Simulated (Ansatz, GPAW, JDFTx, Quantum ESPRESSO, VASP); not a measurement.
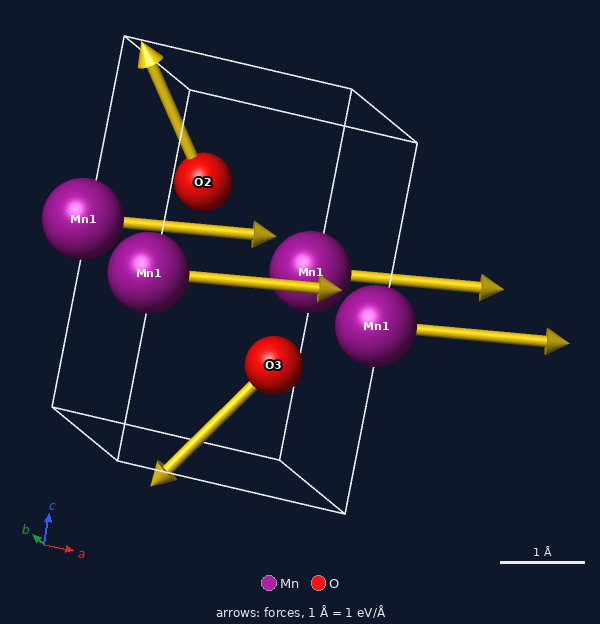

MnO2 (3 atoms) with its atoms moved off their places at random, by some hundredths of an ångström. The arrows are the forces from GPAW (PAW data 1.2.1). The parent cell is a structure listed in the Materials Project. It needn't be the stable form of this composition.

```
Mn O
1.0
     2.85658    0.00000    0.00000
    -1.42829    2.47387    0.00000
     0.00000    0.00000    4.60137
Mn O
1 2
Direct
  0.97175 0.98616 0.50509
  0.34615 0.66772 0.70444
  0.68623 0.33476 0.30771
```

The same cell was run in five programs or potential sets. Alike in all runs: functional PBE; k mesh 11 × 11 × 6 on the run's cell of 3 atoms; occupations fermi-dirac, width 0.05 eV; collinear spin, ferromagnetic start; no spin-orbit coupling. The table gives the size of the force on each atom, with the net force on the cell removed.

```tsv
program	force on Mn1 (eV/Å)	force on O2 (eV/Å)	force on O3 (eV/Å)
GPAW (PAW data 1.2.1)	1.884	1.597	1.775
Ansatz LAPW (all-electron)	?	?	?
VASP (PBE potentials, release 64 Mn_pv, O)	1.827	1.459	1.624
Quantum ESPRESSO (SSSP 1.3 efficiency)	1.778	1.368	1.533
JDFTx (PseudoDojo 0.5 standard)	1.807	1.337	1.502
```

**What does Ansatz LAPW (all-electron) give?**

1.778 eV/Å on Mn1, 1.368 eV/Å on O2 and 1.535 eV/Å on O3. The medians of the other rows are 1.817, 1.414, 1.578 eV/Å.

**How well do the programs agree?**

The force on Mn1, the largest, spans 1.778 to 1.884 eV/Å. Against the median force vectors, the rows deviate by 0.043 eV/Å rms as a rule, and GPAW (PAW data 1.2.1) most, by 0.214 eV/Å. With one functional throughout, the spread comes from potentials, basis sets and numerical settings, or from slightly different magnetic solutions. Deviations count direction as well as size. That of GPAW (PAW data 1.2.1) is beyond the usual scatter and wasn't traced; a different electronic state or unconverged settings could lie behind it.

Caveat: a cell with one magnetic atom can't hold antiferromagnetic order, which such compounds often take.
